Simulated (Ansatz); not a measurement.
## Run report: ZnO, geometry relaxation (part 2 of 2)

ZnO (4 atoms in the cell); DFT PBE, scalar-relativistic, plane waves, PAW, no spin polarisation (Ansatz 0.2.0); cutoff 420 eV, 9×9×6 k-mesh, Gaussian smearing of 0.02 eV. The structure derives from a Materials Project entry.

Geometry of the input (Å; fractional positions):
```
3.2374  0.0000  0.0000
-1.6187  2.8036  0.0000
0.0000  0.0000  5.2221
Zn 0.6667  0.3333  0.5006
Zn 0.3333  0.6667  0.0006
O  0.6667  0.3333  0.8797
O  0.3333  0.6667  0.3797
```

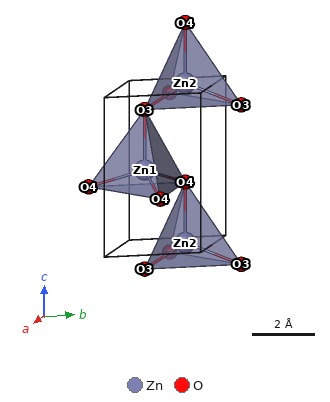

*The geometry at step 3 of the log (polyhedral view of the cell of the calculation, seen slightly off an axis; polyhedra are completed across the faces of the cell; atoms are numbered from 1 in the order of the input).*

**Log, continued**
```
SCF iter   1: F=—  HF=-7773.691628 eV  |F-HF|=—  |Δ(HF+E_count)|=         —  Δρ=5.25e-4  dr2=1.25e-5  ethr=2.28e-7  ⟨swp⟩=3.0  Hψ=7487  notcnv=0
preconditioner: auto → Resta (q_TF=auto, 2.590 Å⁻¹)  ε∞=7.5  [insulator: Δε(μ)=0.748 eV  Ē_g=12.471 eV  σ=0.020 eV  W_gap=1.00  n_scr=22 (ndim 8)  ℏωp=31.8 eV  f_vac=0.041  D(μ)=0.00/eV (n_scr^D=0)  ε∞_Penn≈7.5]
SCF iter   2: F=—  HF=-7773.692576 eV  |F-HF|=—  |Δ(HF+E_count)|=   9.48e-4  Δρ=2.84e-4  dr2=7.52e-6  ethr=3.48e-8  ⟨swp⟩=2.0  Hψ=1920  notcnv=0
SCF iter   3: F=—  HF=-7773.692833 eV  |F-HF|=—  |Δ(HF+E_count)|=   2.57e-4  Δρ=1.15e-4  dr2=6.49e-7  ethr=2.09e-8  ⟨swp⟩=3.0  Hψ=2081  notcnv=0
SCF iter   4: F=—  HF=-7773.692887 eV  |F-HF|=—  |Δ(HF+E_count)|=   5.35e-5  Δρ=1.88e-5  dr2=1.03e-7  ethr=1.80e-9  ⟨swp⟩=2.0  Hψ=1920  notcnv=0
SCF iter   5: F=—  HF=-7773.692886 eV  |F-HF|=—  |Δ(HF+E_count)|=   3.78e-8  Δρ=4.31e-6  dr2=1.57e-9  ethr=2.85e-10  ⟨swp⟩=2.0  Hψ=1824  notcnv=0
SCF iter   6: F=—  HF=-7773.692887 eV  |F-HF|=—  |Δ(HF+E_count)|=   3.96e-8  Δρ=2.25e-6  dr2=1.02e-9  ethr=4.35e-12  ⟨swp⟩=2.1  Hψ=1941  notcnv=0
SCF iter   7: F=-7773.692887 eV  HF=-7773.692887 eV  |F-HF|=3.46e-11  |Δ(HF+E_count)|=   1.07e-8  Δρ=2.37e-7  dr2=1.96e-11  ethr=1.00e-12  ⟨swp⟩=3.2  Hψ=4852  notcnv=0
SCF 6 converged in 7 iterations: F = -7773.692887 eV  dr2 = 1.96e-11
relax step   6: F+E_penalty+E_count = -7773.69288653 eV  Δ(F+E_penalty+E_count) = -9.604e-3 eV  max|allowed force component| = 6.461e-4 eV/Å  Δτ_max = 0.0000 Å  P = +0.284 GPa  Ω = 49.197 Å³  stress off target by 2.90e-1 GPa  SCF on the basis re-selected at this cell (its energy is not comparable with the rows above)  (7 SCF iters)
basis re-selected at this cell: Δ(F+E_penalty+E_count) = -9.604e-3 eV, ΔP = +0.271 GPa vs the last step (what re-selecting the basis moved, of the pressure what is left beyond the Pulay correction that the steps carried, after the strain that the cell walked since its last selection, with what the two solves' SCF thresholds leave and, on support functions, any second-order correction that the steps lacked; it is no measure of the basis error at this ecutwfc). This SCF's stress stands 2.90e-1 GPa from its target on what of the cell is left free (relax.cell.stress_tol is 5.00e-2 GPa) and its largest allowed force component is 6.46e-4 eV/Å (relax.f_tol is 5.00e-3 eV/Å): not within both, so this SCF does not close the relaxation
Crystal: 4 atoms, lattice volume = 49.298 Å³
iter 1 solved again at ethr=5.86e-8 eV; its pass at ethr=3.10e-3 eV (dr2=2.11e-5 eV) is discarded
SCF iter   1: F=—  HF=-7773.692502 eV  |F-HF|=—  |Δ(HF+E_count)|=         —  Δρ=2.06e-4  dr2=1.80e-5  ethr=5.86e-8  ⟨swp⟩=2.0  Hψ=5198  notcnv=0
preconditioner: auto → Resta (q_TF=auto, 2.589 Å⁻¹)  ε∞=7.5  [insulator: Δε(μ)=0.742 eV  Ē_g=12.455 eV  σ=0.020 eV  W_gap=1.00  n_scr=22 (ndim 8)  ℏωp=31.7 eV  f_vac=0.043  D(μ)=0.00/eV (n_scr^D=0)  ε∞_Penn≈7.5]
SCF iter   2: F=—  HF=-7773.692532 eV  |F-HF|=—  |Δ(HF+E_count)|=   3.04e-5  Δρ=6.22e-5  dr2=1.61e-6  ethr=5.00e-8  ⟨swp⟩=2.0  Hψ=1855  notcnv=0
SCF iter   3: F=—  HF=-7773.692532 eV  |F-HF|=—  |Δ(HF+E_count)|=   1.18e-7  Δρ=3.87e-5  dr2=9.43e-7  ethr=5.84e-10  ⟨swp⟩=5.5  Hψ=4818  notcnv=0
SCF iter   4: F=—  HF=-7773.692532 eV  |F-HF|=—  |Δ(HF+E_count)|=   2.19e-7  Δρ=2.83e-5  dr2=2.67e-7  ethr=2.62e-9  ⟨swp⟩=2.0  Hψ=1823  notcnv=0
SCF iter   5: F=-7773.692532 eV  HF=-7773.692532 eV  |F-HF|=2.49e-8  |Δ(HF+E_count)|=   5.77e-9  Δρ=7.57e-6  dr2=1.94e-8  ethr=5.84e-10  ⟨swp⟩=4.3  Hψ=3884  notcnv=0
SCF 7 converged in 5 iterations: F = -7773.692532 eV  dr2 = 1.94e-8
relax step   7: F+E_penalty+E_count = -7773.69253244 eV  Δ(F+E_penalty+E_count) = +3.541e-4 eV  max|allowed force component| = 3.107e-4 eV/Å  Δτ_max = 0.0001 Å  P = +0.013 GPa  Ω = 49.298 Å³  energy of the carried Pulay correction = -4.478e-4 eV  (5 SCF iters, dr2 threshold 2.10e-7 eV, accepted)
iter 1 solved again at ethr=1.45e-7 eV; its pass at ethr=3.10e-3 eV (dr2=5.21e-5 eV) is discarded
SCF iter   1: F=—  HF=-7773.693003 eV  |F-HF|=—  |Δ(HF+E_count)|=         —  Δρ=2.36e-5  dr2=5.73e-8  ethr=1.45e-7  ⟨swp⟩=3.0  Hψ=7545  notcnv=0
preconditioner: auto → Resta (q_TF=auto, 2.589 Å⁻¹)  ε∞=7.5  [insulator: Δε(μ)=0.744 eV  Ē_g=12.457 eV  σ=0.020 eV  W_gap=1.00  n_scr=22 (ndim 8)  ℏωp=31.7 eV  f_vac=0.043  D(μ)=0.00/eV (n_scr^D=0)  ε∞_Penn≈7.5]
SCF iter   2: F=—  HF=-7773.693041 eV  |F-HF|=—  |Δ(HF+E_count)|=   3.74e-5  Δρ=1.70e-5  dr2=5.40e-8  ethr=1.59e-10  ⟨swp⟩=2.2  Hψ=1992  notcnv=0
SCF iter   3: F=—  HF=-7773.693041 eV  |F-HF|=—  |Δ(HF+E_count)|=   2.05e-8  Δρ=5.51e-6  dr2=6.39e-9  ethr=1.50e-10  ⟨swp⟩=2.4  Hψ=1819  notcnv=0
SCF iter   4: F=—  HF=-7773.693041 eV  |F-HF|=—  |Δ(HF+E_count)|=   6.04e-9  Δρ=1.52e-6  dr2=6.57e-10  ethr=1.78e-11  ⟨swp⟩=2.0  Hψ=1868  notcnv=0
SCF iter   5: F=—  HF=-7773.693041 eV  |F-HF|=—  |Δ(HF+E_count)|=  6.89e-10  Δρ=7.93e-7  dr2=3.67e-10  ethr=1.82e-12  ⟨swp⟩=2.0  Hψ=1822  notcnv=0
SCF iter   6: F=—  HF=-7773.693041 eV  |F-HF|=—  |Δ(HF+E_count)|=  5.55e-10  Δρ=5.45e-7  dr2=1.02e-10  ethr=1.02e-12  ⟨swp⟩=2.0  Hψ=1907  notcnv=0
SCF iter   7: F=-7773.693041 eV  HF=-7773.693041 eV  |F-HF|=7.28e-12  |Δ(HF+E_count)|=  4.55e-11  Δρ=1.34e-7  dr2=5.93e-12  ethr=1.00e-12  ⟨swp⟩=4.1  Hψ=3817  notcnv=0
SCF 8 converged in 7 iterations: F = -7773.693041 eV  dr2 = 5.93e-12
relax step   8: F+E_penalty+E_count = -7773.69304059 eV  Δ(F+E_penalty+E_count) = -5.082e-4 eV  max|allowed force component| = 3.829e-4 eV/Å  Δτ_max = 0.0000 Å  P = +0.019 GPa  Ω = 49.298 Å³  stress off target by 2.10e-2 GPa  SCF on the basis re-selected at this cell (its energy is not comparable with the rows above)  (7 SCF iters)
basis re-selected at this cell: Δ(F+E_penalty+E_count) = -5.082e-4 eV, ΔP = +0.006 GPa vs the last step (what re-selecting the basis moved, of the pressure what is left beyond the Pulay correction that the steps carried, after the strain that the cell walked since its last selection, with what the two solves' SCF thresholds leave and, on support functions, any second-order correction that the steps lacked; it is no measure of the basis error at this ecutwfc). This SCF's stress stands 2.10e-2 GPa from its target on what of the cell is left free (relax.cell.stress_tol is 5.00e-2 GPa) and its largest allowed force component is 3.83e-4 eV/Å (relax.f_tol is 5.00e-3 eV/Å): within both
SCF converged after 7 iterations
Free energy (F): -7773.693041 eV
Harris-Foulkes:  -7773.693041 eV  (|F-HF|=7.28e-12)
Internal energy: -7773.693041 eV  (E = F + TS)
E sigma→0 (E₀):  -7773.693041 eV
Fermi energy:    7.082104 eV
--- Per-component energies (eV) ---
  E_band       = 50.943307
  E_kinetic    = 610.043395
  E_local      = -4055.909997  (includes V_loc(G=0)·N_el)
  E_nonlocal   = 1335.260525
  E_hartree    = 1665.235381
  E_xc         = -419.301988
  E_vxc        = -288.964588  (∫ρ·V_xc dr)
  E_paw        = -3980.687592  (= ΣΔE_a)
  E_vpaw       = -879.960991  (= ΣTr[D̂ρ^β])
  E_aug_tail   = 0.004160  (compensation charges beyond the density's cutoff)
  E_ewald      = -2928.336925
  E_smearing   = -0.000000  (= −TS)
  E_closure    = 0.000000  (closes the sum)
  Σ components = -7773.693041   (vs F -7773.693041, Δ=0.00e0)
--- Forces (eV/Å), atoms counted from 1 ---
  atom   1  Zn    -0.00000000     0.00000000     0.00038365
  atom   2  Zn     0.00000000    -0.00000000     0.00038365
  atom   3  O     -0.00000000    -0.00000000    -0.00038210
  atom   4  O      0.00000000     0.00000000    -0.00038210
  max |Σ_I F_I| component: 3.09e-6 eV/Å
--- Stress (GPa, compression-positive) ---
        0.017690      -0.000000       0.000000
       -0.000000       0.017690       0.000000
        0.000000       0.000000       0.021031
  P = ⅓ Tr σ = 0.0188 GPa (0.188 kbar)
--- Band table (eV; the first three rows and the last of 48) ---
  k-point 0: bands = ["-11.0932", "-10.4240", "1.1642", "1.1642", "1.2037", "1.3428", "1.3459", "1.3459", "2.2387", "2.2387", "2.4307", "2.4307", "2.6975", "5.9597", "5.9597", "6.6305", "6.7099", "6.7099", "7.4540", "11.8242", "14.7867", "19.4661"]
  k-point 1: bands = ["-11.0505", "-10.4710", "1.1602", "1.1709", "1.1709", "1.2091", "1.3276", "1.3276", "2.2562", "2.2562", "2.4231", "2.4231", "3.0149", "6.0110", "6.0110", "6.0677", "6.6609", "6.6609", "8.1002", "11.5898", "14.9992", "19.4720"]
  k-point 2: bands = ["-10.9325", "-10.5980", "1.0402", "1.0645", "1.1929", "1.1929", "1.2825", "1.2825", "2.3009", "2.3009", "2.3979", "2.3979", "3.6961", "5.2804", "6.1505", "6.1505", "6.5261", "6.5261", "9.0870", "10.9624", "15.6189", "18.0260"]
  k-point 47: bands = ["-10.2929", "-10.2929", "1.1892", "1.1892", "1.3860", "1.3860", "1.8927", "1.8927", "2.2472", "2.2472", "2.7246", "2.7246", "3.0731", "3.0731", "4.1314", "4.1314", "5.5257", "5.5257", "14.5153", "14.5153", "14.6714", "14.6714"]
--- Relaxed structure (6 steps of the walk, 6 accepted, 2 SCFs on fresh bases) ---
  F+E_penalty+E_count = -7773.69304059 eV   max|allowed force component| = 3.829e-4 eV/Å   (the final SCF, on the basis selected at the relaxed cell)
  cell:  # Å, volume = 49.2984 Å³
    - [3.279387443002763, -2.924240763747111e-11, -1.033707101665424e-33]
    - [-1.639693721476057, 2.840032834506707, 9.395946580131958e-34]
    - [-4.631771774786787e-33, 7.874011091287665e-34, 5.293177651325822]
  atoms:
    - { symbol: Zn, position: [0.6666666666666666, 0.33333333333333326, 0.5006021986140067] }
    - { symbol: Zn, position: [0.3333333333333332, 0.6666666666666664, 0.0006021986140066996] }
    - { symbol: O, position: [0.6666666666666666, 0.33333333333333326, 0.879707801385993] }
    - { symbol: O, position: [0.3333333333333332, 0.6666666666666664, 0.3797078013859932] }
```

**Trajectory as extended XYZ (Å, eV, eV/Å), 8 frames, from step=1 to step=8**
```
4
Lattice="3.2374 0.0000 0.0000 -1.6187 2.8036 0.0000 0.0000 0.0000 5.2221" Properties=species:S:1:pos:R:3:forces:R:3 step=1 energy=-7773.66111 pressure_GPa=5.55
Zn    1.6187    0.9345    2.6141    0.0000   0.0000  -0.0026
Zn    0.0000    1.8691    0.0031    0.0000   0.0000  -0.0026
O     1.6187    0.9345    4.5939    0.0000   0.0000   0.0026
O     0.0000    1.8691    1.9829    0.0000   0.0000   0.0026
4
Lattice="3.2573 0.0000 0.0000 -1.6286 2.8209 0.0000 0.0000 0.0000 5.2605" Properties=species:S:1:pos:R:3:forces:R:3 step=2 energy=-7773.68037 pressure_GPa=2.54
Zn    1.6286    0.9403    2.6340    0.0000   0.0000  -0.0010
Zn    0.0000    1.8806    0.0037    0.0000   0.0000  -0.0010
O     1.6286    0.9403    4.6271    0.0000   0.0000   0.0010
O     0.0000    1.8806    1.9969    0.0000   0.0000   0.0010
4
Lattice="3.2755 0.0000 0.0000 -1.6377 2.8367 0.0000 0.0000 0.0000 5.2903" Properties=species:S:1:pos:R:3:forces:R:3 step=3 energy=-7773.68345 pressure_GPa=0.13
Zn    1.6377    0.9456    2.6491    0.0000   0.0000  -0.0033
Zn    0.0000    1.8911    0.0039    0.0000   0.0000  -0.0033
O     1.6377    0.9456    4.6531    0.0000   0.0000   0.0034
O     0.0000    1.8911    2.0080    0.0000   0.0000   0.0034
4
Lattice="3.2764 0.0000 0.0000 -1.6382 2.8374 0.0000 0.0000 0.0000 5.2896" Properties=species:S:1:pos:R:3:forces:R:3 step=4 energy=-7773.68337 pressure_GPa=0.08
Zn    1.6382    0.9458    2.6478    0.0000   0.0000   0.0039
Zn    0.0000    1.8916    0.0030    0.0000   0.0000   0.0039
O     1.6382    0.9458    4.6534    0.0000   0.0000  -0.0038
O     0.0000    1.8916    2.0086    0.0000   0.0000  -0.0038
4
Lattice="3.2772 0.0000 0.0000 -1.6386 2.8382 0.0000 0.0000 0.0000 5.2892" Properties=species:S:1:pos:R:3:forces:R:3 step=5 energy=-7773.68328 pressure_GPa=0.01
Zn    1.6386    0.9461    2.6477    0.0000   0.0000   0.0005
Zn    0.0000    1.8921    0.0031    0.0000   0.0000   0.0005
O     1.6386    0.9461    4.6531    0.0000   0.0000  -0.0005
O     0.0000    1.8921    2.0084    0.0000   0.0000  -0.0005
4
Lattice="3.2772 0.0000 0.0000 -1.6386 2.8382 0.0000 0.0000 0.0000 5.2892" Properties=species:S:1:pos:R:3:forces:R:3 step=6 energy=-7773.69289 pressure_GPa=0.28
Zn    1.6386    0.9461    2.6477    0.0000   0.0000   0.0006
Zn    0.0000    1.8921    0.0031    0.0000   0.0000   0.0006
O     1.6386    0.9461    4.6531    0.0000   0.0000  -0.0006
O     0.0000    1.8921    2.0084    0.0000   0.0000  -0.0006
4
Lattice="3.2794 0.0000 0.0000 -1.6397 2.8400 0.0000 0.0000 0.0000 5.2932" Properties=species:S:1:pos:R:3:forces:R:3 step=7 energy=-7773.69253 pressure_GPa=0.01
Zn    1.6397    0.9467    2.6498    0.0000   0.0000   0.0003
Zn    0.0000    1.8934    0.0032    0.0000   0.0000   0.0003
O     1.6397    0.9467    4.6565    0.0000   0.0000  -0.0003
O     0.0000    1.8934    2.0099    0.0000   0.0000  -0.0003
4
Lattice="3.2794 0.0000 0.0000 -1.6397 2.8400 0.0000 0.0000 0.0000 5.2932" Properties=species:S:1:pos:R:3:forces:R:3 step=8 energy=-7773.69304 pressure_GPa=0.02
Zn    1.6397    0.9467    2.6498    0.0000   0.0000   0.0004
Zn    0.0000    1.8934    0.0032    0.0000   0.0000   0.0004
O     1.6397    0.9467    4.6565    0.0000   0.0000  -0.0004
O     0.0000    1.8934    2.0099    0.0000   0.0000  -0.0004
```

**Results in brief**

| quantity | value |
| --- | --- |
| outcome | converged |
| space group (tolerance 0.01 Å) | P6₃mc (186) |
| electrons treated | 36 |
| free energy | −7773.6930 eV |
| Fermi energy | 7.082 eV |
| gap on the k-point mesh | 0.74 eV |
| pressure | 0.02 GPa |
| final volume | 49.30 Å³ |
| largest force (length of the vector) at the end | under 0.001 eV/Å |
| final cell | a = 3.279 Å, b = 3.279 Å, c = 5.293 Å, α = 90.00°, β = 90.00°, γ = 120.00° |
| hardware | 8 threads of Arm Neoverse V1, 24 GiB of memory available, shared host |
| wall time | 9.2 s (CPU time 52 s) |
| peak memory | 0.48 GiB |
